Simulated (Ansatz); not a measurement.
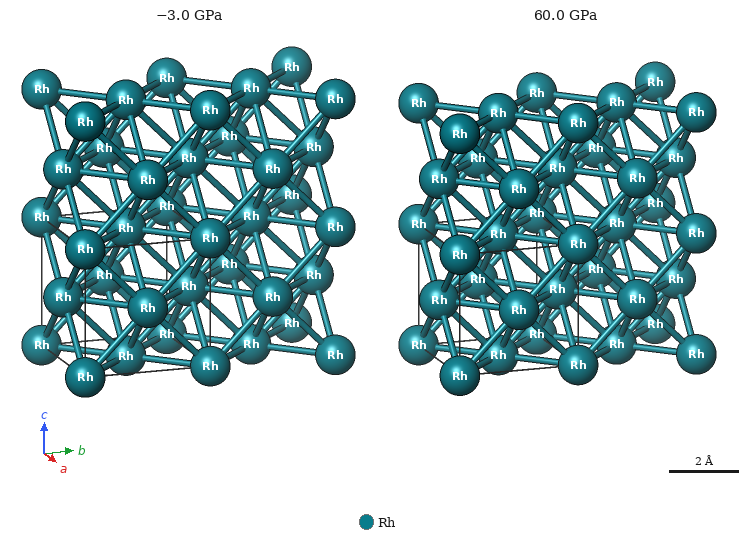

A crystal of Rh (set up in Fm-3m), relaxed (cell and atoms) at several target pressures. The picture shows the first and the last member. Style: ball-and-stick. Shown: the conventional cell (4 times the calculation's cell), repeated 1 × 2 × 2 with one cell outlined, slightly off an axis. Lengths and directions refer to the drawn axes.

Computed with Ansatz 0.2.0: DFT PBE, scalar-relativistic, plane waves, PAW. Settings: plane-wave cutoff 420 eV; k-point mesh 18 × 18 × 18 at −3.0 to 30.0, 20 × 20 × 20 at 60.0 GPa; occupations gaussian; smearing width 0.1 eV; no spin polarisation; cell and atoms relaxed; force threshold 0.008 eV/Å.

```
pressure (GPa)  volume (Å³/atom)  a (Å)
          −3.0            14.215  3.845
           0.0            14.045  3.830
           3.0                 ?      ?
           8.0            13.645  3.793
          15.0            13.345  3.765
          30.0            12.811  3.714
          60.0            12.012  3.635
```

Estimate the missing row from the others, and compare with the calculation.

Murnaghan's form V = V₀(1 + B′P/B₀)^(−1/B′), with V₀ = 14.045 Å³ from the row at zero pressure, fits the other rows with B₀ = 260 GPa and B′ = 4.71 (largest miss 0.002 Å³). At 3.0 GPa it gives 14.045 × (1 + 4.71 × 3.0/260)^(−1/4.71) = 13.888 Å³ per atom. The calculation gives 13.887 Å³/atom (a = 3.816 Å). The estimate is 0.001 Å³/atom too high. From the first member to the last: Rh–Rh 2.719 → 2.571 Å.

The whole series:

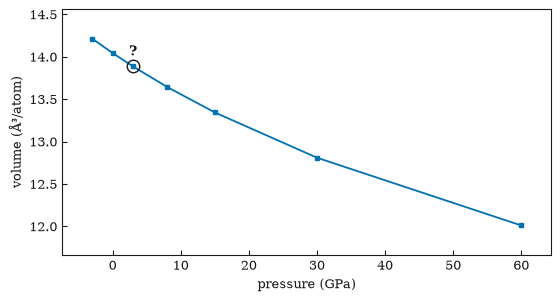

Each member starts from this one structure; whether another phase lies lower wasn't checked.
